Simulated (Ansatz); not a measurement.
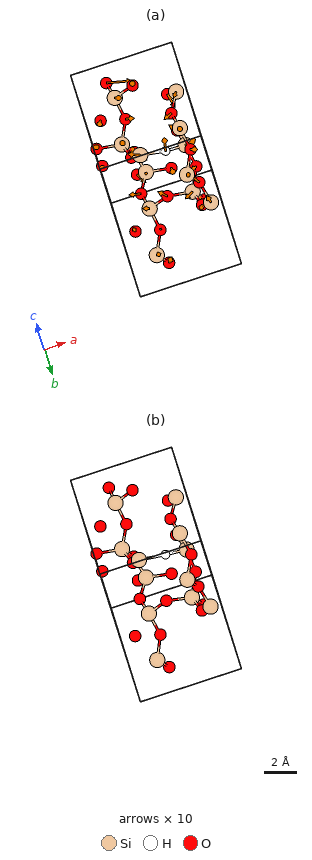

The structure of a defect cell of composition Si₁₂HO₂₃ (cell charge +1) before (top) and after (bottom) a relaxation, at one scale. The orange arrows give the displacements, 10 times their true length.

Style: ball-and-stick. Shown: the cell of the calculation, from a free direction.

All numbers below come from Ansatz, DFT, PBE, plane-wave PAW, default files, scalar-relativistic. Set-up: plane-wave cutoff 420 eV; k-point mesh 3 × 3 × 4; occupations fermi dirac; smearing width 0.01 eV; no spin polarisation; atoms relaxed in a fixed cell; force threshold 0.03 eV/Å; at most 40 steps.

Describe what moved and what it gained.

Answer. After 6 geometry steps the energy has fallen by 0.685 eV per cell of the calculation. Largest force component: 2.2 eV/Å at the start, 0.022 eV/Å at the end. An O atom moves most: 0.17 Å roughly along [1 1 1]. By element the largest moves are O 0.17 Å, H 0.13 Å, Si 0.11 Å. The lattice vectors keep their values. Among the contacts that change: H–Si 1.616 → 1.703 Å, O–Si 1.611 → 1.655 Å, H–Si 1.611 → 1.647 Å, O–Si 1.611 → 1.584 Å. Among the angles between lasting bonds that change: Si–O–Si 143.4° → 152.8°, H–Si–O 110.7° → 102.4°, H–Si–O 108.5° → 100.3°. The run took 6.5 min on 1 thread of Intel(R) Xeon(R) Platinum 8559C (Emerald Rapids), with other jobs on the host, peak memory 1.5 GiB.

Limits of the set-up: the periodic images lie only 7.3 Å apart, so the values are limited by the cell's size; the cell is charged, on a uniform background, and energies carry no finite-size correction.
